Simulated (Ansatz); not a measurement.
**Changed inputs in constrained RPA: ZrSe2 (1T sheet)**

What does U in ZrSe2 (1T sheet) depend on besides the window?

Main program and level: Ansatz 0.2.0; constrained RPA on PBE, plane waves, PAW.

### 1. The structure

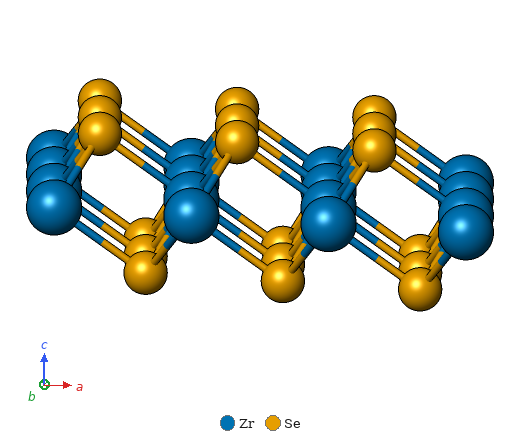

The cell as given, nearly edge on (zirconium blue, selenium orange). 3×3×1 cells are drawn. Some periodic images of atoms are drawn too.

The cell holds 3 atoms: 1 Zr and 2 Se. Cell: a = 3.807 Å, b = 3.807 Å, c = 29.947 Å, α = 90.0°, β = 90.0°, γ = 120.0°. Vacuum lies along c.

The structure was relaxed with PBE. The structure was generated from a model, not taken from a measurement. The runs that relaxed it are not among those shown. The program's search for lower electronic states was switched off, so nothing shows that the state found is the lowest. The default PAW set here is soft_2. Its files were made with PBE. The Coulomb interaction is cut off across the vacuum.

### 2. Base: Zr t2g, bands c1 to c3, 6×6×1 mesh, medium accuracy

Constrained RPA screens the interaction with every transition except those inside the target bands, which a later many-body model would treat itself.

input.yaml reads:

```yaml
crystal:
  lattice:
    - [0.0, 2.69193019, 2.69193019]
    - [2.69193019, -2.69193019, 0.0]
    - [17.28985399, 17.28985399, -17.28985399]
  atoms:
    - { symbol: Zr, position: [0.0, 0.0, 0.3184544851] }
    - { symbol: Se, position: [0.3333333333, 0.6666666667, 0.3711172951] }
    - { symbol: Se, position: [0.6666666667, 0.3333333333, 0.265791675] }
  periodic: [true, true, false]
kpoints:
  mp_grid: { grid: [6, 6, 1] }
hamiltonian:
  xc: pbe
scf:
  occupations: { method: gaussian, width: 0.08 }
  n_extra_bands: 19
  max_iter: 150
  lower_state_search: "off"
output:
  crpa:
    kmesh: [6, 6, 1]
    target_bands: [c1, c3]
    projections: [{ species: Zr, l: d, shell: 4, orbitals: [dxz, dyz, dxy] }]
  local_orbitals:
    kmesh: [12, 12, 1]
    orbitals: [{ species: Zr, l: d, shell: 4, orbitals: [dxz, dyz, dxy] }]
    window: { bands: [c1, c3] }
    seedname: lo
```

Command:

```sh
$ ansatz run input.yaml --threads 8 --pin off --max-ram 14745MiB --backend cpu --events-out ev --progress --plain --runs-dir out
```

Numbers of over 12 decimals in the logs are rounded to 6 here.

The log of the run:

```text
scf.n_extra_bands = 19 over 22 filled bands (N_el = 44.0): the run solves 41 bands
Engine: ansatz 0.2.0, aarch64-unknown-linux-gnu
Pseudopotentials: kind: paw
Pseudopotential: Zr, paw, valence charge 12, recommended cutoff 420 eV (normal), Zr.paw.azcp
Pseudopotential: Se, paw, valence charge 16, recommended cutoff 420 eV (normal), Se.paw.azcp
Functional definition: PBE
  parameter kappa = 0.804
  parameter beta = 0.066725
  exchange = pbe_x(kappa = kappa, mu = beta*pi^2/3)
  correlation = pbe_c(beta = beta)
Crystal: 3 atoms, lattice volume = 375.872 Å³
Basis set: ecut = 420 eV, 7313 PW (Γ)
Bands: 41, of which v1, the nominal top of the filled ones, is band 22 counted from 1 (21 counted from 0)
Symmetry: 12 space group operations
Space group: P-3m1 (ITA 164), of the structure as read, at distance tolerance 7.2e-5 Å
k-points: 7 of 36
Non-local potential: Zr, projectors of the file, l = 0: 3, l = 1: 2, l = 2: 2, l = 3: 2
Non-local potential: Se, projectors of the file, l = 0: 2, l = 1: 2, l = 2: 3, l = 3: 1
PAW form: soft (Blöchl's): semilocal exchange-correlation on the pseudo side does not see the compensation charge
PAW one-centre angular grid: Zr, 590 points (default); XC on 64 Gauss nodes
PAW one-centre angular grid: Se, 590 points (default); XC on 64 Gauss nodes
Initial density: superposition of atomic densities (neutral atoms: chi_scale 0, normalization atom), corrected by the library's trained network
Initial wavefunctions: pseudopotential atomic-orbital guess
Functional: x = pbe(κ = 0.804, μ = 0.219515), c = pbe(β = 0.066725)
SCF iter   1: F=—  HF=-15126.048903 eV  |F-HF|=—  |Δ(HF+E_count)|=         —  Δρ=5.65e-4  dr2=2.62e-3  ethr=1.77e-3  ⟨swp⟩=9.4  Hψ=1802  notcnv=0  defer=50
preconditioner: auto → Resta (q_TF=auto, 1.908 Å⁻¹)  ε∞=1.4  [insulator: Δε(μ)=0.527 eV  Ē_g=11.964 eV  σ=0.080 eV  W_gap=1.00  n_scr=24 (ndim 8)  ℏωp=7.7 eV  f_vac=0.773  D(μ)=0.00/eV (n_scr^D=0)  ε∞_Penn≈1.4  vacuum switching on, ρ_ref=1.0e-2 e/Å³]
SCF iter   2: F=—  HF=-15126.043397 eV  |F-HF|=—  |Δ(HF+E_count)|=   5.51e-3  Δρ=4.66e-4  dr2=2.38e-3  ethr=5.95e-6  ⟨swp⟩=3.7  Hψ=588  notcnv=0  defer=86
SCF iter   3: F=—  HF=-15126.043150 eV  |F-HF|=—  |Δ(HF+E_count)|=   2.47e-4  Δρ=2.27e-4  dr2=1.30e-4  ethr=5.40e-6  ⟨swp⟩=2.0  Hψ=239  notcnv=0  defer=86
SCF iter   4: F=—  HF=-15126.043667 eV  |F-HF|=—  |Δ(HF+E_count)|=   5.17e-4  Δρ=7.29e-5  dr2=1.26e-5  ethr=2.95e-7  ⟨swp⟩=3.0  Hψ=317  notcnv=0  defer=86
SCF iter   5: F=—  HF=-15126.043791 eV  |F-HF|=—  |Δ(HF+E_count)|=   1.24e-4  Δρ=1.85e-5  dr2=1.22e-6  ethr=2.87e-8  ⟨swp⟩=3.3  Hψ=407  notcnv=0  defer=87
SCF iter   6: F=-15126.043792 eV  HF=-15126.043792 eV  |F-HF|=2.04e-8  |Δ(HF+E_count)|=   1.34e-6  Δρ=3.20e-6  dr2=7.74e-8  ethr=2.27e-10  ⟨swp⟩=20.1  Hψ=2402  notcnv=0
SCF 1 converged in 6 iterations: F = -15126.043792 eV  dr2 = 7.74e-8
[...]
NSCF: frozen V_eff on 22 k-points
NSCF: frozen V_eff on 7 k-points
[...]
cRPA screening: q 1/36
cRPA screening: q 2/36
cRPA screening: q 8/36 (q-point 3)
cRPA screening: q 14/36 (q-point 4)
cRPA screening: q 17/36 (q-point 8)
cRPA screening: q 23/36 (q-point 9)
cRPA screening: q 35/36 (q-point 15)
SCF converged after 6 iterations
Free energy (F): -15126.043792 eV
Harris-Foulkes:  -15126.043792 eV  (|F-HF|=2.04e-8)
Internal energy: -15126.043792 eV  (E = F + TS)
E sigma→0 (E₀):  -15126.043792 eV
Entropy (-TS):   -0.000000 eV (-0.000 meV/atom)
Fermi energy:    -5.381155 eV
--- Per-component energies (eV) ---
  E_band       = -1523.630571
  E_kinetic    = 569.059045
  E_local      = -87172.125044  (includes V_loc(G=0)·N_el)
  E_nonlocal   = -1114.197104
  E_hartree    = 43110.925823
  E_xc         = -370.642553
  E_vxc        = -387.870532  (∫ρ·V_xc dr)
  E_paw        = -6775.239659  (= ΣΔE_a)
  E_vpaw       = 359.695976  (= ΣTr[D̂ρ^β])
  E_aug_tail   = -0.001173  (compensation charges beyond the density's cutoff)
  E_ewald      = 36626.176873
  E_smearing   = -0.000000  (= −TS)
  E_closure    = -0.000000  (closes the sum)
  Σ components = -15126.043792   (vs F -15126.043792, Δ=0.00e0)
--- Band table (eV; the first three rows and the last of 7) ---
  k-point 0: bands = [... 18 lower, -8.1291, -6.7183, -5.6386, -5.6386, -4.5193, -4.5193, -3.9119, -1.1440, ... 15 higher]
  k-point 1: bands = [... 18 lower, -8.0156, -7.2052, -6.3100, -6.2913, -4.5480, -3.7891, -3.4398, -2.0355, ... 15 higher]
  k-point 2: bands = [... 18 lower, -8.2660, -7.9656, -6.7389, -6.6969, -4.9500, -3.2271, -2.9478, -1.4086, ... 15 higher]
  k-point 6: bands = [... 18 lower, -9.0139, -7.7044, -7.7044, -7.5640, -3.8079, -3.2079, -3.2079, -1.2602, ... 15 higher]
  the weakly bound empty levels are not read free of the cell's end (no_gap_told)
--- cRPA (band scheme, projected local orbitals): target bands 23..25 (1-based), 3 Wannier function(s), 6×6×1 mesh, 50 bands' worth read of 55 solved, ecut_chi 136.0 eV, v(q+G=0) probe_charge, pair densities all_electron ---
  bands read: the sum over 50 bands ends inside a degenerate multiplet in 1 slot, whose members it reads at an even weight; the widest, k=0: bands 50 to 51 (counted from 1) at 1/2 each
  χ-basis size per q: N_G = 1338..1389
  window electrons = 0.0000, filled by tetrahedron_uncorrected; constrained ε̄⁻¹(q = 0, 0) head = 0.411150; min gauge Gram eig = 0.6090
  Kanamori averages over each shell's own Wannier functions (sites counted from 0, functions from 1):
    Site 0, 4D, 3 of 5 d orbitals (Wannier functions 1, 2, 3; wannier90's mr 2, 3, 5):
      screened: U = 2.0075 eV, U' = 1.5346 eV, J = 0.2256 eV
      screened, to within: U = 3.5e-3 eV, U' = 3.5e-3 eV, J = 3.9e-4 eV
      bare: V = 9.2120 eV, V' = 8.5010 eV, J = 0.3234 eV
  Hermiticity witness max|P − P†| over intra, direct and exchange elements: 4.44e-15 eV (screened), 2.00e-17 eV (bare)
  Reality witness max|Im| over intra, direct and exchange elements: 8.63e-17 eV (screened), 6.66e-17 eV (bare)
```

Wall time 1.7 min (8 threads of Arm Neoverse V2, shared host); peak memory 2.9 GiB; 12 min of CPU time.

In the SCF lines HF is the Harris–Foulkes energy and dr2 the Hartree energy of the density residual, in eV; the loop may stop once dr2 is under the threshold and the program's other checks hold. Hψ counts applications of the Hamiltonian.

Numbers from this step:

| Quantity | Value |
| --- | --- |
| U | 2.008 eV |
| U prime (inter-orbital) | 1.535 eV |
| J | 0.2256 eV |
| bare V | 9.212 eV |
| bare J | 0.3234 eV |
| stated bound on U | 0.003444 eV |
| U over bare V | 0.2179 |
| electrons in the window | 0 |
| head of the constrained inverse dielectric matrix | 0.4111 |
| least eigenvalue of the projection's overlap | 0.6090 |
| target functions | 3 |
| bands in the sums | 50 |
| r.m.s. miss of the model bands | 0.002794 eV |
| width of the target bands | 2.388 eV |
| weight of the projected orbitals in the window | 0.8019 |

On the Zr t2g shell, screening brings the on-site interaction from 9.2 eV down to U = 2.01 eV.

### 3. Changed: 3×3×1 mesh

input.yaml: that of step 2 with these lines changed.

```diff
@@ -21,9 +21,4 @@
   crpa:
-    kmesh: [6, 6, 1]
+    kmesh: [3, 3, 1]
     target_bands: [c1, c3]
     projections: [{ species: Zr, l: d, shell: 4, orbitals: [dxz, dyz, dxy] }]
-  local_orbitals:
-    kmesh: [12, 12, 1]
-    orbitals: [{ species: Zr, l: d, shell: 4, orbitals: [dxz, dyz, dxy] }]
-    window: { bands: [c1, c3] }
-    seedname: lo
```

The log of the run:

```text
[...]
Crystal: 3 atoms, lattice volume = 375.872 Å³
Basis set: ecut = 420 eV, 7313 PW (Γ)
Bands: 41, of which v1, the nominal top of the filled ones, is band 22 counted from 1 (21 counted from 0)
Symmetry: 12 space group operations
[...]
k-points: 7 of 36
[...]
SCF iter   1: F=—  HF=-15126.048903 eV  |F-HF|=—  |Δ(HF+E_count)|=         —  Δρ=5.65e-4  dr2=2.62e-3  ethr=1.77e-3  ⟨swp⟩=9.4  Hψ=1802  notcnv=0  defer=50
[...]
SCF iter   6: F=-15126.043792 eV  HF=-15126.043792 eV  |F-HF|=2.04e-8  |Δ(HF+E_count)|=   1.34e-6  Δρ=3.20e-6  dr2=7.74e-8  ethr=2.27e-10  ⟨swp⟩=20.1  Hψ=2402  notcnv=0
SCF 1 converged in 6 iterations: F = -15126.043792 eV  dr2 = 7.74e-8
[...]
NSCF: frozen V_eff on 3 k-points
[...]
cRPA screening: q 1/9
cRPA screening: q 2/9
cRPA screening: q 8/9 (q-point 5)
SCF converged after 6 iterations
Free energy (F): -15126.043792 eV
[...]
Internal energy: -15126.043792 eV  (E = F + TS)
E sigma→0 (E₀):  -15126.043792 eV
Entropy (-TS):   -0.000000 eV (-0.000 meV/atom)
Fermi energy:    -5.381155 eV
[...]
--- Band table (eV; the first three rows and the last of 7) ---
  k-point 0: bands = [... 18 lower, -8.1291, -6.7183, -5.6386, -5.6386, -4.5193, -4.5193, -3.9119, -1.1440, ... 15 higher]
  k-point 1: bands = [... 18 lower, -8.0156, -7.2052, -6.3100, -6.2913, -4.5480, -3.7891, -3.4398, -2.0355, ... 15 higher]
  k-point 2: bands = [... 18 lower, -8.2660, -7.9656, -6.7389, -6.6969, -4.9500, -3.2271, -2.9478, -1.4086, ... 15 higher]
  k-point 6: bands = [... 18 lower, -9.0139, -7.7044, -7.7044, -7.5640, -3.8079, -3.2079, -3.2079, -1.2602, ... 15 higher]
  the weakly bound empty levels are not read free of the cell's end (no_gap_told)
[...]
χ-basis size per q: N_G = 1338..1389
[...]
Site 0, 4D, 3 of 5 d orbitals (Wannier functions 1, 2, 3; wannier90's mr 2, 3, 5):
      screened: U = 1.7624 eV, U' = 1.2674 eV, J = 0.2354 eV
      screened, to within: U = 3.7e-3 eV, U' = 3.7e-3 eV, J = 4.7e-4 eV
      bare: V = 9.5798 eV, V' = 8.8504 eV, J = 0.3347 eV
[...]
```

Run time: 25 s. Hardware: 8 threads; peak memory 2.7 GiB; 3 min of CPU time.

Numbers from this step:

```
U                                                 : 1.762 eV
U prime (inter-orbital)                           : 1.267 eV
J                                                 : 0.2354 eV
bare V                                            : 9.580 eV
bare J                                            : 0.3347 eV
stated bound on U                                 : 0.003638 eV
U over bare V                                     : 0.1840
electrons in the window                           : 0
head of the constrained inverse dielectric matrix : 0.3355
least eigenvalue of the projection's overlap      : 0.6897
target functions                                  : 3
bands in the sums                                 : 50
width of the target bands                         : 2.388 eV
weight of the projected orbitals in the window    : 0.8019
```

On the Zr t2g shell, screening brings the on-site interaction from 9.6 eV down to U = 1.76 eV.

### 4. Changed: sums over states on smooth products

input.yaml: that of step 3 with these lines changed.

```diff
@@ -21,4 +21,8 @@
   crpa:
-    kmesh: [3, 3, 1]
+    kmesh: [6, 6, 1]
     target_bands: [c1, c3]
     projections: [{ species: Zr, l: d, shell: 4, orbitals: [dxz, dyz, dxy] }]
+    accuracy: sum_over_states
+    pair_densities: pseudo
+    n_empty_bands: 44
+    ecut_chi: 136
```

The log of the run:

```text
[...]
Crystal: 3 atoms, lattice volume = 375.872 Å³
Basis set: ecut = 420 eV, 7313 PW (Γ)
Bands: 41, of which v1, the nominal top of the filled ones, is band 22 counted from 1 (21 counted from 0)
Symmetry: 12 space group operations
[...]
k-points: 7 of 36
[...]
χ-basis size per q: N_G = 1338..1389
[...]
U and J over all bands: no bound (output.crpa.accuracy: sum_over_states); those below are of the sums over the bands read on the sphere of ecut_chi alone
[...]
Site 0, 4D, 3 of 5 d orbitals (Wannier functions 1, 2, 3; wannier90's mr 2, 3, 5):
      screened: U = 2.1057 eV, U' = 1.5543 eV, J = 0.2627 eV
      bare: V = 9.2120 eV, V' = 8.5010 eV, J = 0.3234 eV
[...]
[key lines of the parts left out:]
SCF converged after 6 iterations
Free energy (F): -15126.043792 eV
Fermi energy:    -5.381155 eV
```

Wall time 8.7 s (8 threads); peak memory 1.1 GiB; 60 s of CPU time.

This variant gives U = 2.11 eV against 2.01 eV. It is a finite sum over empty states with no bound on its error and stays out of the table below.

### 5. Changed: accuracy high

input.yaml: that of step 4 with these lines changed.

```diff
@@ -24,5 +24,2 @@
     projections: [{ species: Zr, l: d, shell: 4, orbitals: [dxz, dyz, dxy] }]
-    accuracy: sum_over_states
-    pair_densities: pseudo
-    n_empty_bands: 44
-    ecut_chi: 136
+    accuracy: high
```

The log of the run:

```text
[...]
Crystal: 3 atoms, lattice volume = 375.872 Å³
Basis set: ecut = 420 eV, 7313 PW (Γ)
Bands: 41, of which v1, the nominal top of the filled ones, is band 22 counted from 1 (21 counted from 0)
Symmetry: 12 space group operations
[...]
k-points: 7 of 36
[...]
the weakly bound empty levels are not read free of the cell's end (no_gap_told)
[...]
χ-basis size per q: N_G = 1338..1389
[...]
Site 0, 4D, 3 of 5 d orbitals (Wannier functions 1, 2, 3; wannier90's mr 2, 3, 5):
      screened: U = 2.0079 eV, U' = 1.5349 eV, J = 0.2257 eV
      screened, to within: U = 4.6e-4 eV, U' = 4.6e-4 eV, J = 5.3e-5 eV
      bare: V = 9.2120 eV, V' = 8.5010 eV, J = 0.3234 eV
[...]
[key lines of the parts left out:]
SCF converged after 6 iterations
Free energy (F): -15126.043792 eV
Fermi energy:    -5.381155 eV
```

Elapsed: 2.5 min, on 8 threads; peak memory 3 GiB.

Numbers from this step:

```yaml
u: 2.008 eV
u_prime_inter_orbital: 1.535 eV
j: 0.2257 eV
bare_v: 9.212 eV
bare_j: 0.3234 eV
stated_bound_on_u: 4.56e-4 eV
u_over_bare_v: 0.2180
electrons_in_the_window: 0
head_of_the_constrained_inverse_dielectric_matrix: 0.4112
least_eigenvalue_of_the_projection_s_overlap: 0.6090
target_functions: 3
bands_in_the_sums: 50
width_of_the_target_bands: 2.388 eV
weight_of_the_projected_orbitals_in_the_window: 0.8019
```

On the Zr t2g shell, screening brings the on-site interaction from 9.2 eV down to U = 2.01 eV.

[end of part 1 of 2]

[Paths, hosts, dates, memory and timing lines, banners, echoed tables and standing remarks are left out of the program output.]

[Logs are printed without paths, hosts, clocks, repeated set-up lines and the standing remarks that a program may print on its own settings, such as how far it seeks lower states.]

[Runs of the session that timed out or met a known fault of the program may be left out.]

[Hosts, paths, dates, database ids (printed as entryN), source tags and the programs' standing remarks are cut or masked in the printed files.]
